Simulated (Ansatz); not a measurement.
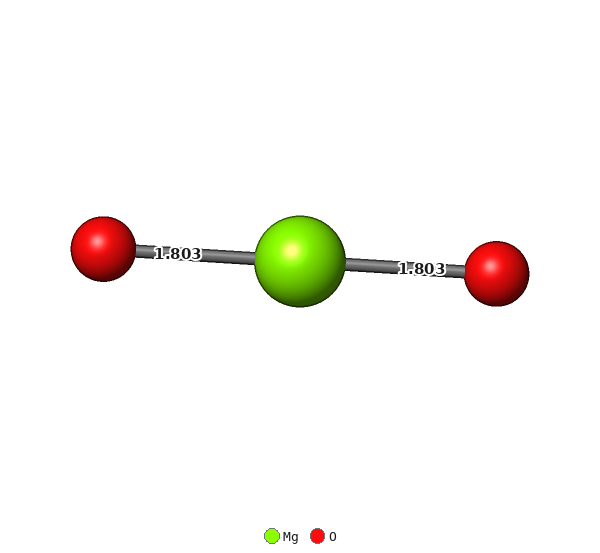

The surroundings of site Mg1 (at 0.500, 0.500, 0.000) in MgO (P4/mmm, No. 123), with bond lengths in Å.

Source of the atomic positions: the end point of a relaxation with DFT PBE, scalar-relativistic, plane waves, PAW in Ansatz; the starting structure was generated, so it need not be a known form of this composition.

```
Mg O
1.0
     5.29872    0.00000    0.00000
     0.00000    5.29872    0.00000
     0.00000    0.00000    3.60690
Mg O
1 1
Direct
  0.50000 0.50000 0.00000
  0.50000 0.50000 0.50000
```

Bond valence s = exp((R0 − d)/b), R0 fitted to published crystal structures with b = 0.37 Å; R0 in Å: Mg2+–O 1.677.

Calculate the bond-valence sum of Mg1 from the bonds drawn.

2 × 0.711 = 1.42 v.u., against a formal valence of 2: underbonded (bonds long for this ion) by 0.58.

And over the whole structure?

| site | x, y, z | formal valence | bond-valence sum | difference |
| --- | --- | --- | --- | --- |
| Mg1 | 0.500, 0.500, 0.000 | +2 | 1.42 | -0.58 |
| O1 | 0.500, 0.500, 0.500 | −2 | 1.42 | -0.58 |

These sums include all anions within 5 Å. The global instability index (root mean square of the differences over all atoms) is 0.58 v.u.: above 0.2, which by the usual rule of thumb marks a strained structure. Cells relaxed with PBE tend to have slightly long bonds, which lowers the sums.
